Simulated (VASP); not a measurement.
**Run report: Ge$_{3}$Si, geometry relaxation (part 3 of 3)**

Ge$_{3}$Si (I4/mmm, 4 atoms in the cell); Kohn-Sham DFT of a periodic cell, PBE, VASP PAW PBE potentials, recommended, no spin polarisation (VASP 6.6.1); cutoff 520 eV, 7×7×7 k-mesh, Gaussian smearing of 0.15 eV. The structure was made by swapping elements on the sites of another compound; it need not be a known phase.

Geometry of the input (Å; fractional positions):
```
-2.1079  2.1079  4.0518
2.1079  -2.1079  4.0518
2.1079  2.1079  -4.0518
Si 0.0000  0.0000  0.0000
Ge 0.7500  0.2500  0.5000
Ge 0.2500  0.7500  0.5000
Ge 0.5000  0.5000  0.0000
```

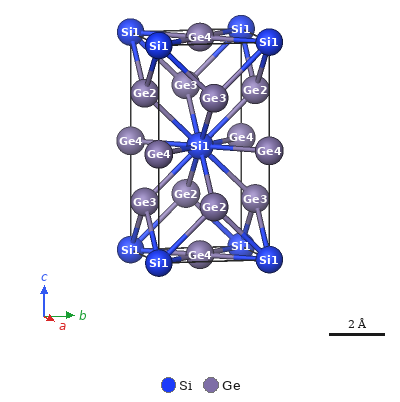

Figure 1. The starting structure (ball-and-stick view of the cell 2 times as large as that of the calculation, set on its symmetry axes, seen slightly off an axis; atoms are numbered from 1 in the order of the input). An atom can appear more than once, as a periodic image.

Key numbers

| quantity | value |
| --- | --- |
| outcome | converged |
| space group (tolerance 0.01 Å) | I4/mmm (139) |
| electrons treated | 46 |
| free energy | −17.2409 eV |
| gap on the k-point mesh | none (metallic) |
| pressure | −0.45 GPa |
| final volume | 74.47 Å³ |
| largest force (length of the vector) at the end | under 0.001 eV/Å |
| final cell | a = 5.093 Å, b = 5.093 Å, c = 5.093 Å, α = 130.58°, β = 130.58°, γ = 72.48° |
| hardware | 1 thread of Intel Xeon (Granite Rapids), 64 GiB of memory available, shared host |
| wall time | 63 s |
| peak memory | 0.2 GiB |
